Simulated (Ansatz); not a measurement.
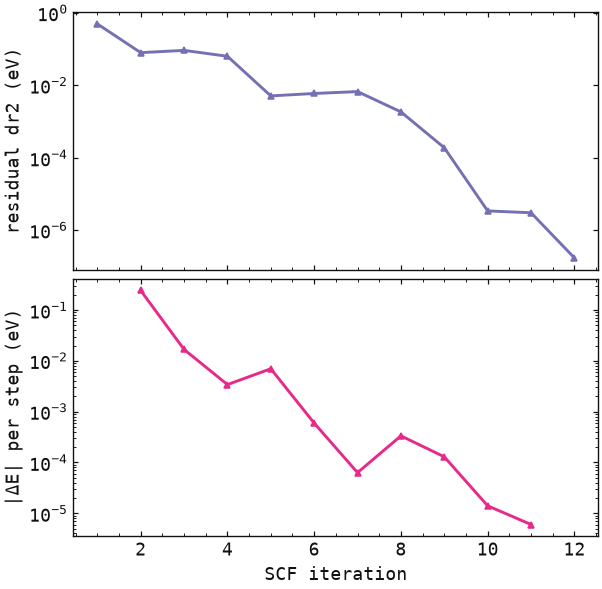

The plot shows the SCF iterations of a calculation: density residual dr2, step-to-step change of the Harris–Foulkes energy. Energy differences below 3 × 10⁻⁶ eV aren't drawn. The starting density is a sum of atomic densities corrected by a trained network.

The run: SiNi2 (P1, 6 atoms in the cell), by DFT r2SCAN, scalar-relativistic, plane waves, PAW (Ansatz); cutoff 500 eV, 12×12×8 k-mesh, Gaussian smearing of 0.15 eV, no spin polarisation.

### How did this run end?

It was still iterating, at step 12, when the time limit ended it. The residual is still falling at the last step (down to 1.7 × 10⁻⁷).

### What is the residual at the start and at the end?

It starts near 0.5 and ends near 2 × 10⁻⁷ eV.
